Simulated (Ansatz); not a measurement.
## Electronic structure of Ga15As16 (cell with a defect) in real space

```
Ga As
1.0
    -5.74598   -5.74598    5.74598
     5.74598    5.74598    5.74598
    -5.74598    5.74598   -5.74598
Ga As
15 16
Direct
  0.49972 0.50011 0.00827
  0.24999 0.74967 0.00802
  0.74997 0.50026 0.75013
  0.49183 0.74205 0.74162
  0.25001 0.00025 0.75012
  0.00811 0.50011 0.49982
  0.74150 0.74193 0.49185
  0.49211 0.99190 0.49220
  0.24990 0.25837 0.49971
  0.00791 0.74971 0.25010
  0.74996 0.00020 0.25003
  0.49969 0.25847 0.25004
  0.00018 0.00866 0.00023
  0.75849 0.25038 0.00031
  0.00017 0.25031 0.75856
  0.02398 0.27419 0.02406
  0.24990 0.25233 0.75093
  0.00197 0.49999 0.75089
  0.49789 0.24905 0.49793
  0.24995 0.50033 0.47641
  0.99873 0.74803 0.49806
  0.75088 0.25239 0.25013
  0.47612 0.50031 0.25007
  0.25008 0.72708 0.25023
  0.00211 0.00110 0.25007
  0.75083 0.50004 0.00216
  0.49790 0.74800 0.99885
  0.24995 0.00108 0.00221
  0.74907 0.75142 0.74908
  0.50125 0.99935 0.74926
  0.74918 0.99930 0.50132
```

Computed without spin polarisation.

Theory: DFT PBE, scalar-relativistic, plane waves, PAW in Ansatz 0.2.0.

The density is the valence pseudo-density of a PAW calculation; it isn't the true density close to the nuclei.

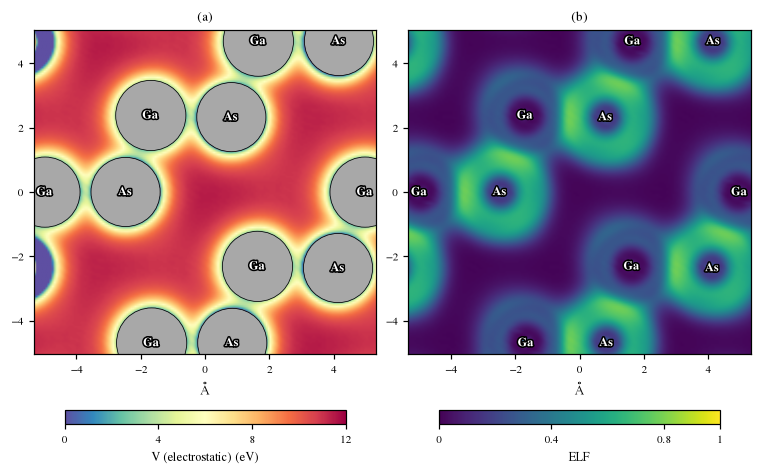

Figure 1. (a) electrostatic potential energy of an electron; (b) electron localisation function on the (101̄) plane of the calculation cell. Grey discs cover the atomic cores in the potential map.

What do the fields say about this system?

Atoms in the plane: Ga and As. Ga–As (2.51 Å): the ELF peaks at about 0.80 between the atoms. The features right at Ga lie inside the PAW spheres, where the map follows smoothed inner orbitals and isn't to be read closely. Outside the cores the potential energy rises away from the atoms and is highest about 2.4 Å from the nearest atoms; its zero is arbitrary.

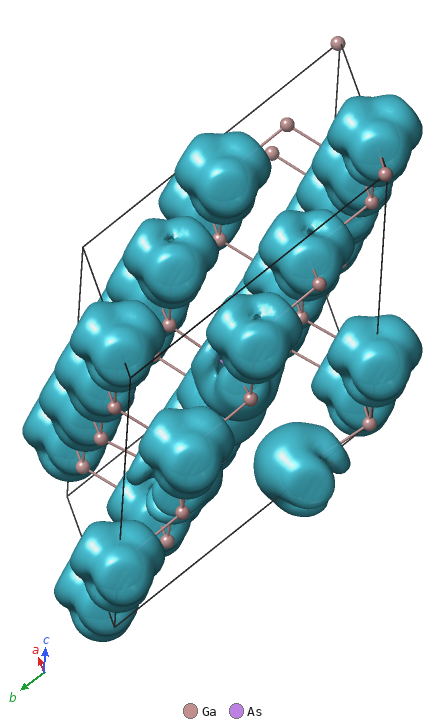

Figure 2. Isosurface of the electron localisation function at 0.6 (cyan), seen at an oblique angle. Core shells and regions of very low density are left out. Sticks mark near contacts.

Describe the localisation domains.

The surface consists of 16 regions on As in which the atom's valence shell and bonds are merged, counted in one cell of 31 atoms. Regions shared between cells count once. Along the contacts the grid gives the following. Ga–As (2.49 Å): the ELF is about 0.70 at the midpoint.

Does the calculation give a band gap?

It is metallic or semimetallic at this level of theory: no gap opens.
